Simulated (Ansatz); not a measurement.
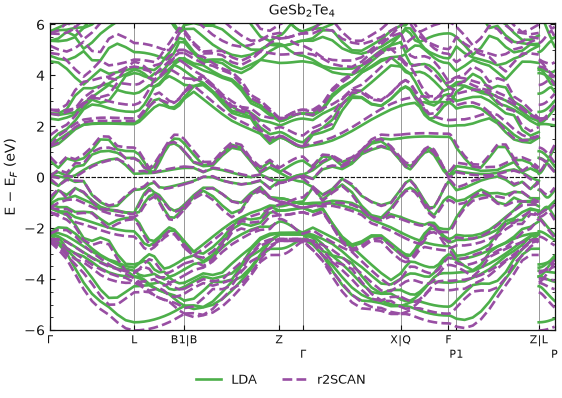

Band structures of GeSb2Te4, space group R-3m, 7 atoms in the primitive cell (a = 4.319 Å, c = 39.684 Å (hexagonal axes)), by two methods on the same cell. Each is counted from its own Fermi level.

> What changes from one method to the other?

Both give a metal. Levels within 1 eV of the Fermi level in either run differ by 0.08 eV on average and by 0.17 eV at most (between Z and Γ). Filled levels 1 to 5 eV under it lie 0.19 eV deeper on average in r2SCAN than in LDA.

Settings. LDA: Ansatz PAW, no spin polarisation, no spin-orbit coupling, 7×7×7 k mesh, 420 eV cutoff, Fermi-Dirac smearing of 0.05 eV (Ansatz). r2SCAN: Ansatz PAW, no spin polarisation, no spin-orbit coupling, 7×7×7 k mesh, 500 eV cutoff, Fermi-Dirac smearing of 0.05 eV (Ansatz).

In reduced coordinates of the cell that was run, L is (0.5, 0, 0), B1 is (0.5, 0.173, −0.173), B is (0.827, 0.5, 0.173), Z is (0.5, 0.5, 0.5), X is (0.336, 0, −0.336), Q is (0.664, 0.336, 0), F is (0.5, 0.5, 0), P1 is (0.664, 0.664, 0.173) and P is (0.827, 0.336, 0.336). The cell is at −4 GPa in LDA and −1 GPa in r2SCAN. Spin-orbit coupling is left out, which matters for Te and Sb. The bands overlap only a little at an even electron count, and semilocal functionals can close small gaps, so the real material need not be a metal. The PAW data sets were made with another functional. The cell is a database's computed one.
